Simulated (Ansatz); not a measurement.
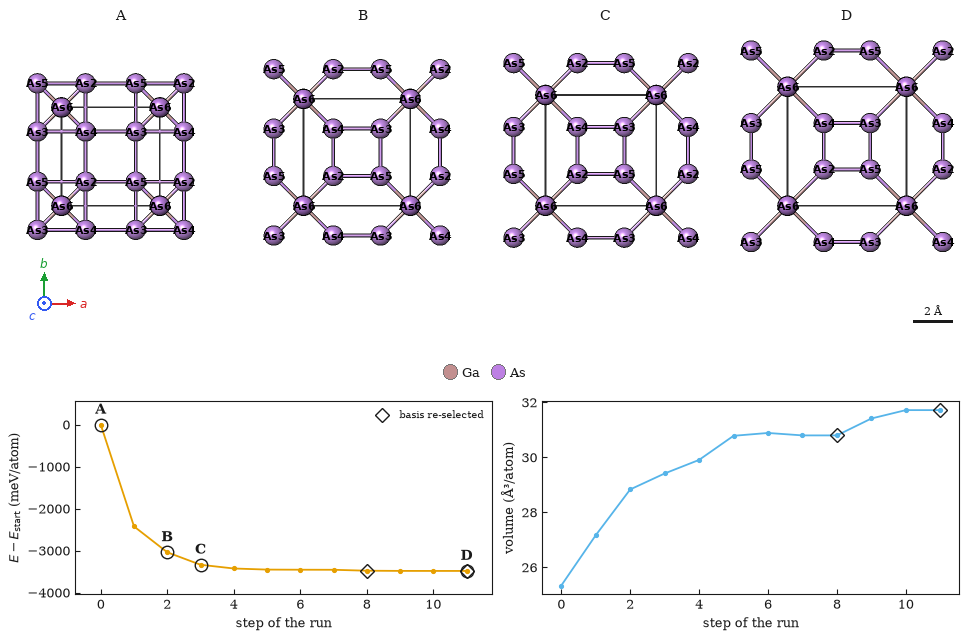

Frames of a relaxation of crystalline GaAs5 (a generated structure, set up in P4/mmm) (coarse preliminary run), marked on the history of the run. The picture is a ball-and-stick view of the cell of the calculation, seen along the c axis.

Theory: Ansatz 0.2.0, DFT PBE, scalar-relativistic, plane waves, PAW. Settings: plane-wave cutoff 420 eV; k-point mesh 4 × 4 × 4; occupations gaussian; smearing width 0.1 eV; no spin polarisation; cell and atoms relaxed; force threshold 0.04 eV/Å; at most 70 steps.

### Describe the path.

The largest moves relative to the cell, 0.53 Å, are those of As atoms. Ga stays in place. The drawn cell changes as follows: a = b 5.126 → 6.201 Å (+21.0 %), c 5.786 → 4.949 Å (−14.5 %); the volume changes by +25.2 %. Among the contacts that change: As–As 2.511 → 3.783 Å, As–Ga 1.776 → 2.675 Å, As–Ga 2.893 → 2.475 Å, As–As 2.615 → 2.418 Å. The space group stays P4/mmm (No. 123). Over 9 accepted moves (11 points after the start) the energy falls by 3481 meV per atom. Largest force component: 15 eV/Å at the start, 0.0039 eV/Å at the end. The pressure goes from 58.42 to 0.06 GPa. At 2 points the geometry stayed and the basis and grid were re-selected for the new cell (energy shift of 22.1 meV per atom at most each time). From step 0 to 2: As atoms move most (0.26 Å), volume +13.8 %, energy −3037 meV per atom. From step 2 to 3: As atoms move most (0.08 Å), volume +2.0 %, energy −297 meV per atom. From step 3 to 11: As atoms move most (0.15 Å), volume +7.8 %, energy −147 meV per atom.

```tsv
step	E − E(0), meV/atom	largest force component, eV/Å	pressure, GPa	volume, Å³/atom	note
0	0.00	15.4660	58.42	25.341	
1	-2421.78	4.8723	21.80	27.170	
2	-3037.39	2.4569	10.22	28.836	
3	-3334.32	0.7975	4.42	29.418	
4	-3422.99	0.5576	1.12	29.911	
5	-3449.33	0.2966	-0.66	30.788	
6	-3452.31	0.2026	0.29	30.891	
7	-3453.79	0.0095	0.03	30.803	
8	-3475.91	0.0309	1.14	30.803	same geometry, new basis
9	-3480.48	0.0055	0.38	31.417	
10	-3481.19	0.0040	0.07	31.722	
11	-3481.31	0.0039	0.06	31.722	same geometry, new basis
```
